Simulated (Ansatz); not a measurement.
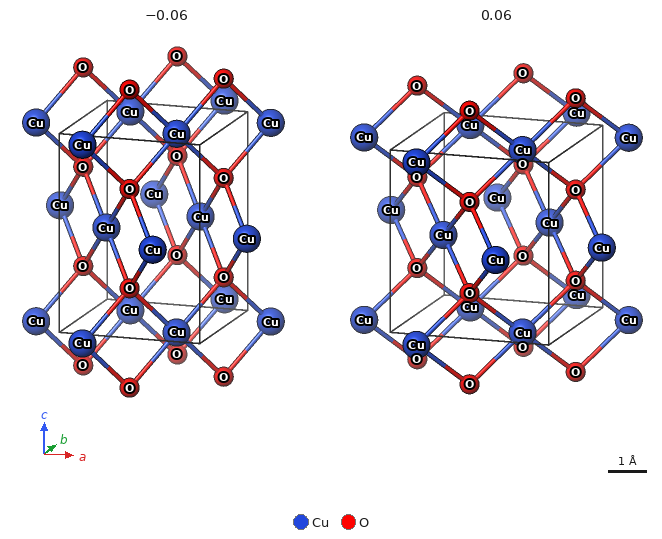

Solid CuO (set up in Cccm), under biaxial strain in the a–b plane (c relaxed, atoms fixed by symmetry), with energies (extrapolated to zero smearing) counted from the relaxed crystal, which is the row at zero. The picture shows the first and the last member. Style: ball-and-stick. Shown: the cell of the calculation, slightly off an axis.

Computed with Ansatz 0.2.0: DFT PBE, scalar-relativistic, plane waves, PAW. Set-up: plane-wave cutoff 420 eV; k-point mesh 8 × 8 × 8; occupations gaussian; smearing width 0.1 eV; no spin polarisation; force threshold 0.008 eV/Å.

```json
{"strain": "−0.06", "energy (meV/atom)": "49.74", "a (Å)": "3.914", "b (Å)": "3.925", "c (Å)": "5.395"}
{"strain": "−0.04", "energy (meV/atom)": "21.72", "a (Å)": "3.998", "b (Å)": "4.009", "c (Å)": "5.310"}
{"strain": "−0.02", "energy (meV/atom)": "5.38", "a (Å)": "4.081", "b (Å)": "4.092", "c (Å)": "5.229"}
{"strain": "0.0", "energy (meV/atom)": "0.00", "a (Å)": "4.164", "b (Å)": "4.176", "c (Å)": "5.151"}
{"strain": "0.02", "energy (meV/atom)": "?", "a (Å)": "?", "b (Å)": "?", "c (Å)": "?"}
{"strain": "0.04", "energy (meV/atom)": "20.24", "a (Å)": "4.331", "b (Å)": "4.343", "c (Å)": "5.013"}
{"strain": "0.06", "energy (meV/atom)": "45.04", "a (Å)": "4.414", "b (Å)": "4.426", "c (Å)": "4.953"}
```

Estimate the missing row from the others, and compare with the calculation.

A parabola through three neighbouring rows (0.0, 0.04, 0.06) gives, with Lagrange weights, (0.3333)(0.00) + (1.0000)(20.24) + (−0.3333)(45.04) = 5.23 meV/atom. The calculation gives 5.09 meV/atom (a = 4.248 Å, b = 4.259 Å, c = 5.080 Å). The estimate is 0.14 meV/atom too high. From the first member to the last: Cu–O 1.934 → 1.994 Å.

The whole series:

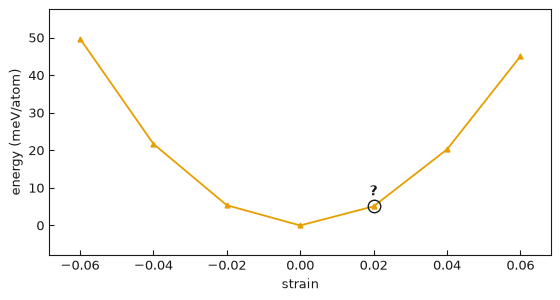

Each member starts from this one structure; whether another phase lies lower wasn't checked.
